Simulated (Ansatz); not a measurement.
Run report: MnO₂, single-point calculation (part 2 of 2)

MnO₂ (C2/m, 9 atoms in the cell); DFT LDA+U, scalar-relativistic, plane waves, PAW, Ueff = 4 eV on Mn atom 1 d; Ueff = 4 eV on Mn atom 2 d; Ueff = 4 eV on Mn atom 3 d, spin-polarised (Ansatz 0.2.0); cutoff 420 eV, 7×7×4 k-mesh, Gaussian smearing of 0.05 eV, collinear spins. The structure derives from an entry of the Crystallography Open Database. It belongs to a series of runs on one base structure; here: from atoms, default search.

Geometry of the input (Å; fractional positions):
```
6.8500  -1.4335  0.0000
6.8500  1.4335  0.0000
-0.0389  0.0000  4.4598
Mn 0.0000  0.0000  0.0000
Mn 0.6610  0.6610  0.5060
Mn 0.3390  0.3390  0.4940
O  0.4465  0.4465  0.7680
O  0.5535  0.5535  0.2320
O  0.8905  0.8905  0.2600
O  0.1095  0.1095  0.7400
O  0.7830  0.7830  0.7260
O  0.2170  0.2170  0.2740
```

## Output, continued
```
--- Forces (eV/Å), atoms counted from 1 ---
  atom   1  Mn     0.00000000     0.00000000     0.00000000
  atom   2  Mn    -0.96070017    -0.00000000    -0.20402331
  atom   3  Mn     0.96070017     0.00000000     0.20402331
  atom   4  O      0.30441585    -0.00000000     0.54127183
  atom   5  O     -0.30441585     0.00000000    -0.54127183
  atom   6  O     -0.52840131     0.00000000     0.52611564
  atom   7  O      0.52840131    -0.00000000    -0.52611564
  atom   8  O     -0.48689070    -0.00000000    -1.56990878
  atom   9  O      0.48689070     0.00000000     1.56990878
  max |Σ_I F_I| component: 2.22e-16 eV/Å
--- Stress (GPa, compression-positive) ---
       -6.615116       0.000000      -0.014573
        0.000000     -10.190261       0.000000
       -0.014568       0.000000     -15.881400
  P = ⅓ Tr σ = -10.8956 GPa (-108.956 kbar)
--- Band table (eV; the first three rows and the last of 120) ---
  k-point 0 ↑: bands = ["-71.9965", "-71.9533", "-71.9430", "-41.0451", "-41.0430", "-41.0206", "-41.0048", "-40.9839", "-40.9790", "-40.9585", "-40.9296", "-40.9188", "-9.7494", "-8.4824", "-8.4309", "-7.5796", "-7.5789", "-7.5281", "1.6667", "1.9938", "2.0592", "2.4522", "3.4639", "3.6005", "3.7546", "3.8804", "3.8982", "4.5581", "4.6054", "4.6541", "4.8581", "5.1194", "5.1750", "6.2858", "6.3438", "7.1731", "7.3022", "7.3858", "7.4687", "7.5953", "8.2371", "8.4099", "8.7066", "8.7528", "8.9115", "9.7886", "11.0121", "11.6060", "11.7083", "11.8078", "12.3990", "16.7937", "19.9258", "20.1404"]
  k-point 1 ↑: bands = ["-71.9966", "-71.9534", "-71.9430", "-41.0461", "-41.0429", "-41.0200", "-41.0048", "-40.9840", "-40.9773", "-40.9600", "-40.9302", "-40.9183", "-9.5556", "-8.5343", "-8.3796", "-7.7521", "-7.6369", "-7.5859", "1.7450", "1.8361", "2.2378", "2.5196", "3.4987", "3.6961", "3.7103", "3.7833", "3.9601", "4.5599", "4.6162", "4.7977", "4.8395", "5.2471", "5.2924", "6.0007", "6.2882", "7.2141", "7.3391", "7.3963", "7.4977", "7.5492", "7.9027", "8.2485", "8.3409", "8.7721", "9.2232", "10.3794", "10.9408", "11.5352", "11.6684", "11.7942", "12.1155", "17.6023", "19.9222", "20.0808"]
  k-point 2 ↑: bands = ["-71.9967", "-71.9535", "-71.9431", "-41.0470", "-41.0428", "-41.0195", "-41.0048", "-40.9840", "-40.9753", "-40.9618", "-40.9308", "-40.9178", "-9.2230", "-8.7631", "-8.3306", "-7.8387", "-7.7364", "-7.6424", "1.5664", "1.7506", "2.4926", "2.9516", "3.5692", "3.5735", "3.6078", "3.7353", "4.1462", "4.4620", "4.5468", "4.8935", "5.0062", "5.3860", "5.3947", "5.5452", "6.2390", "7.1159", "7.2380", "7.2771", "7.5289", "7.6478", "7.8020", "8.1373", "8.2969", "8.8591", "9.3187", "10.7705", "11.2286", "11.5045", "11.5156", "11.6283", "11.7367", "18.9953", "19.2082", "20.2548"]
  k-point 59 ↓: bands = ["-68.6020", "-68.5219", "-68.5111", "-37.7815", "-37.7412", "-37.7360", "-37.7294", "-37.7002", "-37.6906", "-37.6379", "-37.5804", "-37.5644", "-9.0489", "-8.5428", "-8.3350", "-8.0046", "-7.5919", "-7.5907", "3.5605", "3.6230", "3.9412", "4.3890", "4.4668", "4.7081", "5.3411", "5.7776", "6.0113", "6.3974", "6.7119", "6.8030", "6.9257", "6.9999", "7.1577", "7.4032", "8.1953", "8.2902", "11.4662", "11.5085", "11.5878", "11.6284", "11.8395", "12.0607", "12.4070", "12.4807", "12.7068", "13.2051", "13.2641", "13.5232", "13.5878", "13.7251", "13.8563", "20.5237", "20.6490", "20.7056"]
Occupation matrices written to [file]
--- Löwdin populations: 9 sites ---
  site symbol       q [e]    m [muB]
     0     Mn     13.5659     3.1160
     1     Mn     13.5931     3.1626
     2     Mn     13.5931     3.1626
     3      O      6.6756    -0.0437
     4      O      6.6756    -0.0437
     5      O      6.6694    -0.0554
     6      O      6.6694    -0.0554
     7      O      6.6025    -0.1591
     8      O      6.6025    -0.1591
  spilling = 0.004357 (of n_electrons = 81.000000)
--- Occupation matrices: 3 shells (run DFT+U table (all-electron-ortho-atomic); ε = 6.56e-3) ---
  Mn0 d_3D: site group C2h (2/m)
  Mn0 d_3D up     Tr n = 4.0609  λ = 0.543 0.551 0.986 0.988 0.993  [yz 0.62 (Eg 1.00) Bg(1.00) | xz 0.71 (Eg 0.99) Ag(1.00) | 3× z2 0.33 (T2g 1.00) Ag(0.67)]
  Mn0 d_3D dn     Tr n = 0.9471  λ = 0.085 0.130 0.139 0.288 0.305  [x2-y2 0.53 (T2g 1.00) Ag(1.00) | xy 0.62 (T2g 1.00) Bg(1.00) | z2 0.80 (T2g 0.99) Ag(1.00) | xz 0.70 (Eg 0.99) Ag(1.00) | yz 0.62 (Eg 1.00) Bg(1.00)]
  Mn1 d_3D: site group Cs (m)
  Mn1 d_3D up     Tr n = 4.0982  λ = 0.560 0.567 0.988 0.989 0.994  [yz 0.63 A''(1.00) | xz 0.65 A'(1.00) | 3× z2 0.33 A'(0.67)]
  Mn1 d_3D dn     Tr n = 0.9418  λ = 0.096 0.121 0.130 0.292 0.303  [x2-y2 0.47 A'(1.00) | xy 0.62 A''(1.00) | z2 0.79 A'(1.00) | xz 0.62 A'(1.00) | yz 0.62 A''(1.00)]
  Mn2 d_3D: site group Cs (m)
  Mn2 d_3D up     Tr n = 4.0982  λ = 0.560 0.567 0.988 0.989 0.994  [yz 0.63 A''(1.00) | xz 0.65 A'(1.00) | 3× z2 0.33 A'(0.67)]
  Mn2 d_3D dn     Tr n = 0.9418  λ = 0.096 0.121 0.130 0.292 0.303  [x2-y2 0.47 A'(1.00) | xy 0.62 A''(1.00) | z2 0.79 A'(1.00) | xz 0.62 A'(1.00) | yz 0.62 A''(1.00)]
  Tr n, λ and their labels are of the run-group-symmetrised matrices; stabiliser: 4 of 8 elements of G0×{1,Θ} (closed), max defect 3.0e-15 at τ = 1.4e-3
```

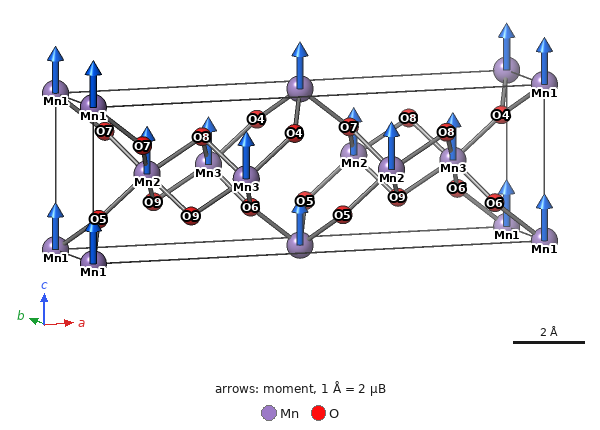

Fig. 1: Magnetic moments of the sites as blue arrows (ball-and-stick view of the cell 2 times as large as that of the calculation, set on its symmetry axes, seen slightly off an axis; atoms are numbered from 1 in the order of the input); small moments hardly show. The run is collinear, so the axis drawn is arbitrary. Site moments: Mn2, Mn3 (2.76 μB); Mn1 (2.73 μB); O8, O9 (−0.15 μB); O6, O7 (−0.07 μB); O4, O5 (−0.06 μB). They are counted near the atoms and needn't add up to the moment of the cell.

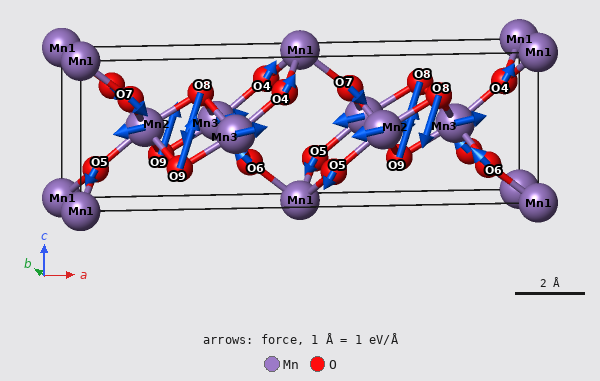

Fig. 2: Forces on the atoms as blue arrows (ball-and-stick view of the cell 2 times as large as that of the calculation, set on its symmetry axes, seen slightly off an axis; atoms are numbered from 1 in the order of the input). The largest act on O8, O9 (1.64 eV/Å); Mn2, Mn3 (0.98 eV/Å); O6, O7 (0.75 eV/Å); O4, O5 (0.62 eV/Å). The geometry is not a stationary point of this energy.

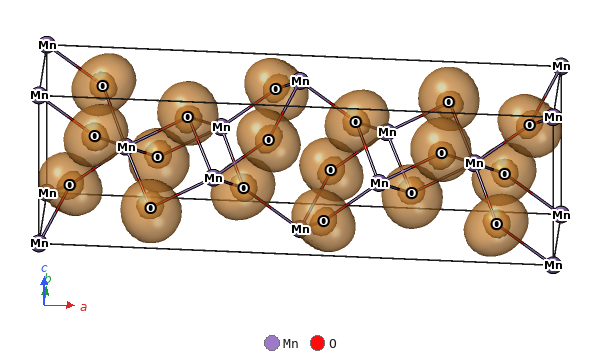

Fig. 3: Isosurface of the electron localisation function at 0.7 (orange), seen at an oblique angle. Core shells and regions of very low density are left out. Sticks mark near contacts. The outline is the cell set on symmetry axes. Profiles from the grid: Mn–O (1.90 Å): the ELF is about 0.25 at the midpoint. Core electrons are frozen (PAW), so the fields are smoothed inside the atomic spheres.

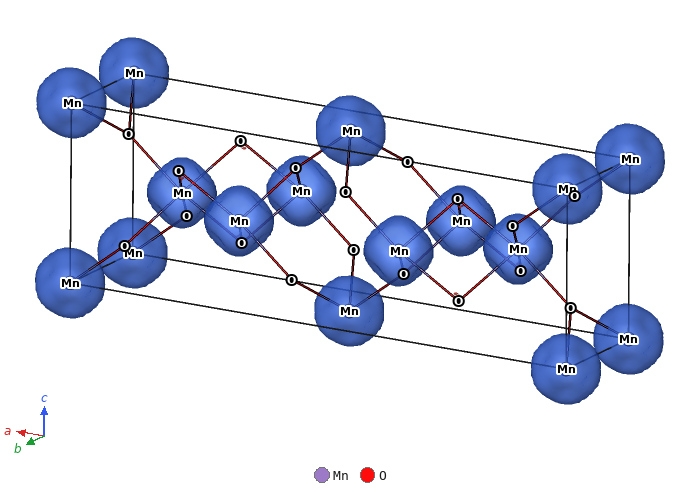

Fig. 4: Isosurfaces of the magnetisation density (up minus down) at +0.3 (blue) and −0.3 e/Å³ (red), seen at an oblique angle. Sticks mark near contacts. The outline is the cell set on symmetry axes. The cell of the calculation (9 atoms) carries 9.0 μB net.

## Key numbers

| quantity | value |
| --- | --- |
| outcome | converged |
| space group (tolerance 0.01 Å) | C2/m (12) |
| electrons treated | 81 |
| free energy | −14846.5055 eV |
| Fermi energy | 9.583 eV |
| gap on the k-point mesh | 0.42 eV |
| net moment of the cell | 9.00 μB |
| integrated absolute moment | 10.44 μB |
| pressure | −10.90 GPa |
| largest force (length of the vector) | 1.644 eV/Å |
| hardware | 4 threads of Arm Neoverse V1, 24 GiB of memory available, shared host |
| wall time | 18 s (CPU time 70 s) |
| peak memory | 0.84 GiB |
